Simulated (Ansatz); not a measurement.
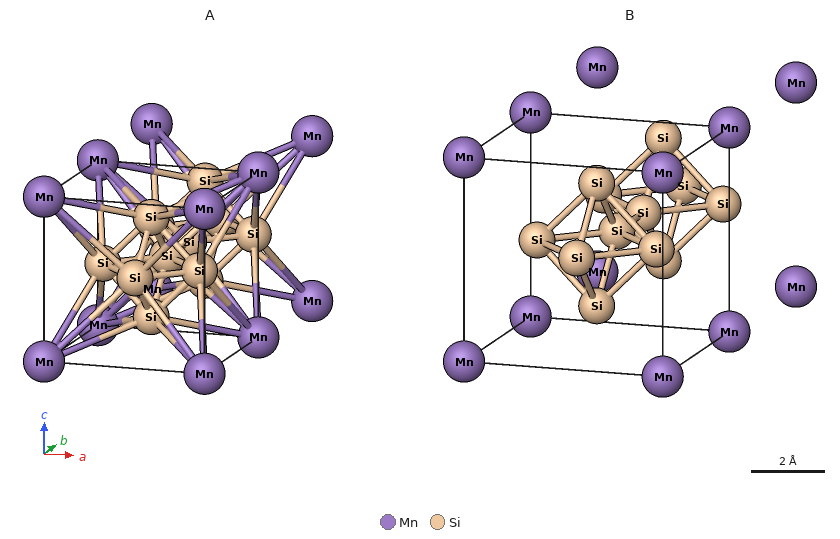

Two geometries of crystalline MnSi₆ (a generated structure, set up in Pm-3m) (coarse preliminary run), drawn at one scale. One is the start of a relaxation, the other its converged end. The picture is a ball-and-stick view of the cell of the calculation, repeated 1 × 2 × 1 with one cell outlined, seen slightly off an axis.

Computed with DFT PBE, scalar-relativistic, plane waves, PAW (Ansatz 0.2.0). Settings: plane-wave cutoff 420 eV; k-point mesh 4 × 4 × 4; occupations gaussian; smearing width 0.1 eV; collinear spin; cell and atoms relaxed; force threshold 0.04 eV/Å; at most 70 steps.

Q: Which of the two is the end point?

A: Structure B is the relaxed one. After 8 accepted moves (10 points after the start) the energy has fallen by 2481 meV per atom. Largest force component: 5.6 eV/Å at the start, 0.00077 eV/Å at the end. Pressure: 107.00 GPa at the start and −0.02 GPa at the end. At 2 points the geometry stayed and the basis and grid were re-selected for the new cell (energy shift of 60.9 meV per atom at most each time). The largest moves relative to the cell, 0.005 Å, are those of Si atoms. Mn stays in place. Cell: a = b = c 4.667 → 5.777 Å (+23.8 %). Volume +89.7 %. Near-neighbour distances that change, for instance: Mn–Si 3.428 → 4.245 Å, Si–Si 2.811 → 3.470 Å, Si–Si 1.987 → 2.454 Å, Si–Si 1.856 → 2.307 Å. The space group stays Pm-3m (No. 221).
